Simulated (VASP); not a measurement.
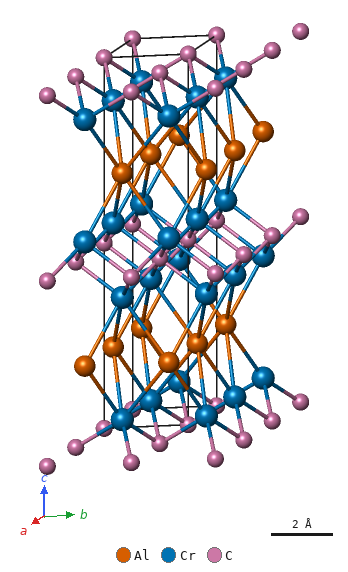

Starting structure of a crystal of AlCr2C (set up in P6_3/mmc). A ball-and-stick model of the cell of the calculation, repeated 3 × 2 × 1 with one cell outlined, seen slightly off an axis.

The run lets cell and atoms move.

Theory: VASP, Kohn-Sham DFT of a periodic cell, PBE with D3(BJ), VASP PAW PBE potentials, recommended.

Input file:
```
PREC = Accurate ; ENCUT = 600
EDIFF = 1E-6 ; ISMEAR = 1
SIGMA = 0.1 ; LREAL = False
LASPH = True ; NELM = 80
ALGO = Normal ; ISIF = 3
LWAVE = False ; LCHARG = False
GGA = PE ; IVDW = 12
IBRION = 2 ; NSW = 90
EDIFFG = -0.01 ; KPAR = 2
```

Run as
```bash
cat potpaw_PBE.64/Al/POTCAR potpaw_PBE.64/Cr_pv/POTCAR potpaw_PBE.64/C/POTCAR > POTCAR
mpirun -np 2 vasp_std > vasp.out
```

The structure:
```xyz
8
Lattice="2.8251 0.0000 0.0000 -1.4126 2.4466 0.0000 0.0000 0.0000 12.6014" Properties=species:S:1:pos:R:3 pbc="T T T"
Al    1.4126    0.8155    3.1503
Al    0.0000    1.6311    9.4510
Cr    0.0000    1.6311    5.2288
Cr    1.4126    0.8155   11.5295
Cr    1.4126    0.8155    7.3725
Cr    0.0000    1.6311    1.0719
C     0.0000    0.0000    6.3007
C     0.0000    0.0000    0.0000
```

### Predict the outcome.

The largest moves relative to the cell, 0.005 Å, are those of Cr atoms. Al and C stay in place. Cell: a = b 2.825 → 2.813 Å (−0.4 %), c 12.601 → 12.568 Å (−0.3 %). Volume −1.1 %. Some distances before and after: Al–Cr 2.642 → 2.630 Å, C–Cr 1.952 → 1.947 Å. The space group stays P6_3/mmc (No. 194). Over 4 geometry steps the energy falls by 0.8 meV per atom. The largest force component goes from 0.0067 to 0.0024 eV/Å. The pressure goes from −2.20 to 0.00 GPa. At step 1 the optimiser overshot: the energy rose above the start, and later steps came back.

Limits of the set-up: an element that often carries a moment was run without spin polarisation.
